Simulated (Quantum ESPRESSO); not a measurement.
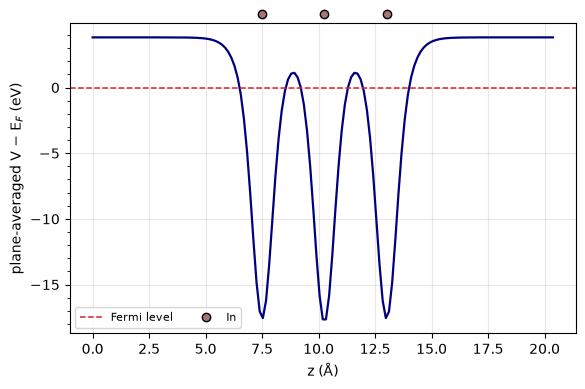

The picture shows: In (slab). Plane average of the electrostatic potential energy of an electron across the slab. Circles mark the heights of the atoms.

Method: Quantum ESPRESSO, Kohn-Sham DFT of a periodic cell, PBE, PseudoDojo 0.4.1 SR PBE standard.

Core electrons are replaced by pseudopotentials, and the valence fields are smoothed inside the atomic spheres.

```yaml
crystal:
  lattice:
    - [3.33548, 0.00000, 0.00000]
    - [-1.66774, 2.88861, 0.00000]
    - [0.00000, 0.00000, 20.50914]
  atoms:
    - { symbol: In, position: [0.33333, 0.66667, 0.36569] }
    - { symbol: In, position: [0.66667, 0.33333, 0.50000] }
    - { symbol: In, position: [0.33333, 0.66667, 0.63431] }
```

Q: How far above the Fermi level of the calculation is the vacuum level?

A: 3.8 eV.

Q: How thick is the slab, and how wide the vacuum?

A: The outermost nuclei are 5.5 Å apart, in 3 atomic planes; the vacuum between periodic images is 15.0 Å wide.
